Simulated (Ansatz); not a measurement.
CO

```
C O
1.0
     0.00000    5.95264    0.00000
     0.00000    0.00000   -5.95264
   -11.90529   -1.98402    1.98402
C O
8 8
Direct
  0.92888 0.99958 0.89268
  0.76223 0.83293 0.39268
  0.73782 0.23782 0.10732
  0.90447 0.40447 0.60732
  0.24961 0.67890 0.14268
  0.41626 0.84555 0.64268
  0.25044 0.25044 0.35732
  0.41709 0.41709 0.85732
  0.85378 0.70476 0.33774
  0.02043 0.87141 0.83774
  0.64627 0.14627 0.16226
  0.81292 0.31292 0.66226
  0.12143 0.77046 0.08774
  0.28808 0.93711 0.58774
  0.54527 0.54527 0.91226
  0.37862 0.37862 0.41226
```

Space group P1.

The calculation used Ansatz, DFT PBEsol, scalar-relativistic, plane waves, PAW.

The density is the valence pseudo-density of a PAW calculation; it isn't the true density close to the nuclei.

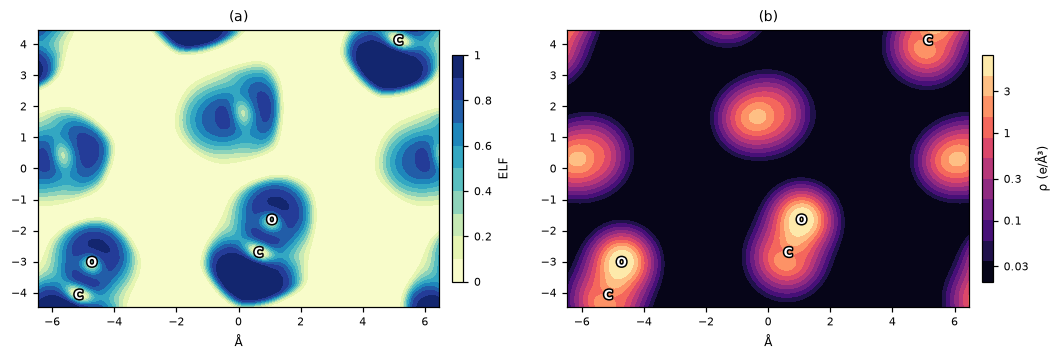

Figure 1. (a) ELF; (b) valence charge density (pseudo) on the (11̄0) plane of the conventional cell.

Describe what can be read from this map.

Answer. The section cuts through C and O sites. Atoms just off the plane (C, 0.3 Å away and O, 0.6 Å away) can leave unmarked features too. C–O (1.13 Å): ρ is about 4.2 e/Å³ halfway; the ELF peaks at about 0.85 between the atoms (inside overlapping PAW spheres, so only a guide); a multiple bond. The density dies away to nearly zero in the voids. The ELF also peaks beside O, away from the bonds: lone-pair regions.

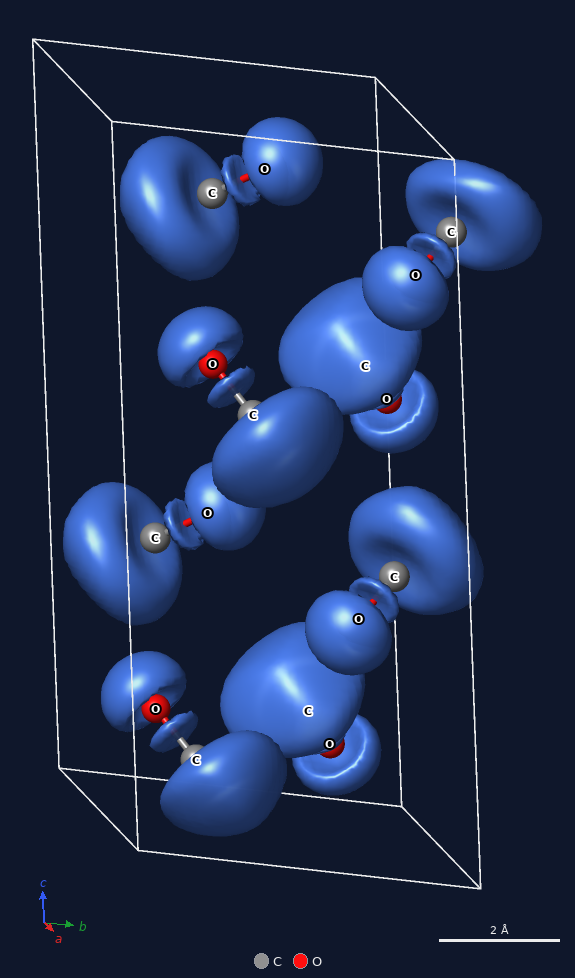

Figure 2. Isosurface of the electron localisation function at 0.8 (blue), seen slightly off an axis. Only the valence region is drawn (cores and ρ < 0.01 e/Å³ removed). Sticks mark near contacts.

What do the ELF domains correspond to?

Answer. At this value the surface marks out eight regions between bonded C–O atoms (shared pairs), eight lobes on C, pointing away from the bonds (lone pairs) and eight lobes on O, pointing away from the bonds (lone pairs, which may merge into one lobe), counted in one cell of 16 atoms. Regions shared between cells count once.

Does the calculation make it a metal, or give it a gap?

Answer. It is gapped, with a Kohn–Sham gap of 5.8 eV on the k-point mesh (the band edges may lie off the mesh, which would make the gap smaller).
